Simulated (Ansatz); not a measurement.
Consider TiSe.

Input

```
crystal:
  lattice:
    - [3.1694651426, 0.0, 0.0]
    - [-1.5847325713, 2.7448373299, 0.0]
    - [0.0, 0.0, 6.5084225669]
  atoms:
    - { symbol: Ti, position: [0.0, 0.0, 0.0] }
    - { symbol: Ti, position: [0.0, 0.0, 0.5] }
    - { symbol: Se, position: [0.3333333333, 0.6666666667, 0.25] }
    - { symbol: Se, position: [0.6666666667, 0.3333333333, 0.75] }
basis:
  ecutwfc: 420
kpoints:
  mp_grid: { grid: [18, 18, 8] }
hamiltonian:
  xc: pbesol
scf:
  occupations: { method: gaussian, width: 0.1 }
output:
  forces: true
  stress: true
  eigenvalues: true
  write_density: true
  write_potential: true
  elf: true
  volumetric_format: npy
relax:
  adjacent_minimum: "off"
  f_tol: 0.008
  max_steps: 50
  cell: { stress_tol: 0.08, p_target: 25.0 }
```

Launched as:

```sh
ansatz run input.yaml --threads 1 --pin off --max-ram 2560MiB --backend cpu --events-out ev --progress --plain --runs-dir out
```

Below, planes, directions and counts refer to the conventional cell (a = 3.16 Å, b = 3.16 Å, c = 6.59 Å, α = 90.00°, β = 90.00°, γ = 120.00°).

The fields are those of the run's last geometry, not of the input's.

Space group P6₃/mmc; computed pressure about 25 GPa in this cell; computed without spin polarisation.

Method: DFT PBEsol, scalar-relativistic, plane waves, PAW in Ansatz.

Question: What will maps of the valence pseudo-density and electron localisation function show?

Answer: Ti–Se (2.46 Å): ρ is about 0.44 e/Å³ halfway; the ELF is about 0.40 at the midpoint.

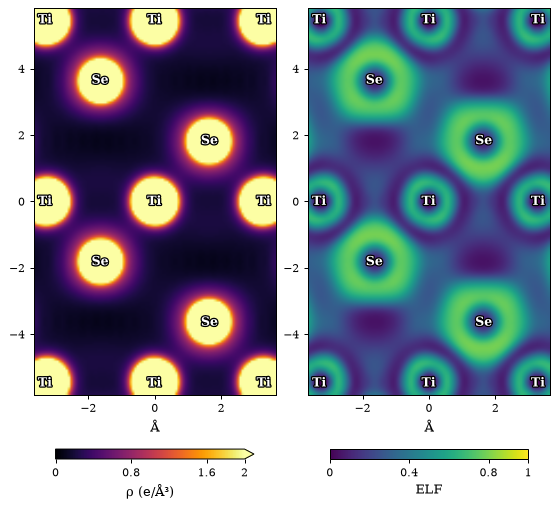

Computed valence pseudo-density and electron localisation function on the (110) plane of the conventional cell, in this order. 

Core electrons are frozen (PAW), and the valence fields are smoothed inside the atomic spheres.
